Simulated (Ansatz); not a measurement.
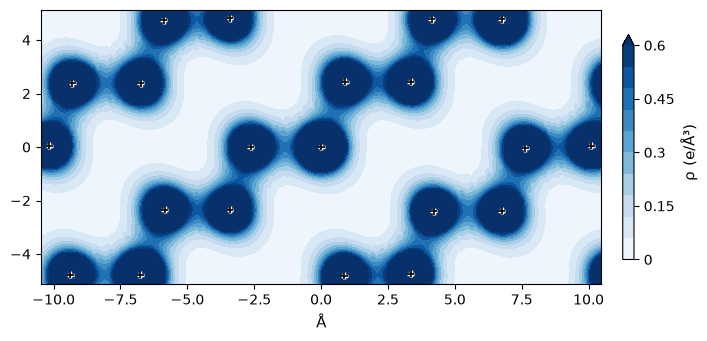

The valence electron density on a plane through atoms (crosses mark nuclei in the plane).

The calculation used DFT PBEsol, scalar-relativistic, plane waves, PAW in Ansatz.

Candidates:
A. Sn$_{3}$Ge$_{13}$, a = 14.34 Å, b = 8.27 Å, c = 8.27 Å, α = 90.00°, β = 125.19°, γ = 90.00°. Space group Cm; a generated structure, not necessarily the stable one.
B. ZnO (slab), a = 3.23 Å, b = 5.21 Å, c = 18.73 Å, α = 90.00°, β = 90.00°, γ = 90.00°. Not relaxed (largest force 1.8 eV/Å).

Q: Which candidate gave the map?

A: Candidate A: Sn$_{3}$Ge$_{13}$ on the (111) plane of the conventional cell, which holds Sn and Ge. Ge–Ge (2.45 Å): ρ at the midpoint is about 0.5 e/Å³. Sn–Ge (2.60 Å): ρ at the midpoint is about 0.45 e/Å³.
